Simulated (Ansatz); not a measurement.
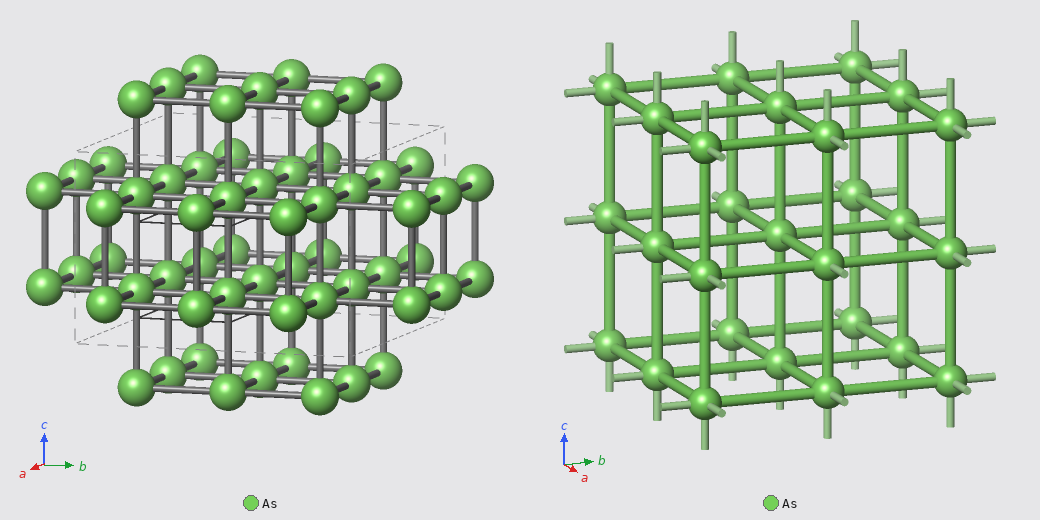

Left: the structure. Right: its underlying net. Nodes are coloured by element. Edges to nodes outside the piece are drawn as stubs.

As (space group Pm-3m, No. 221): the input geometry of an electronic-structure calculation (not necessarily at equilibrium).

Bonds are taken as As–As below 3 Å. Atoms with one bond or none are removed and atoms with two bonds are replaced by edges, until no such atom is left.

The result is a uninodal 6-connected, three-periodic net: As is a 6-connected node. It is the pcu net, known from NaCl, ReO3 and the B-X framework of perovskite. It is a single net, without interpenetration.

| node | links | point symbol | coordination sequence |
| --- | --- | --- | --- |
| As | 6 | 4^12.6^3 | 6 18 38 66 102 146 198 258 326 402 |
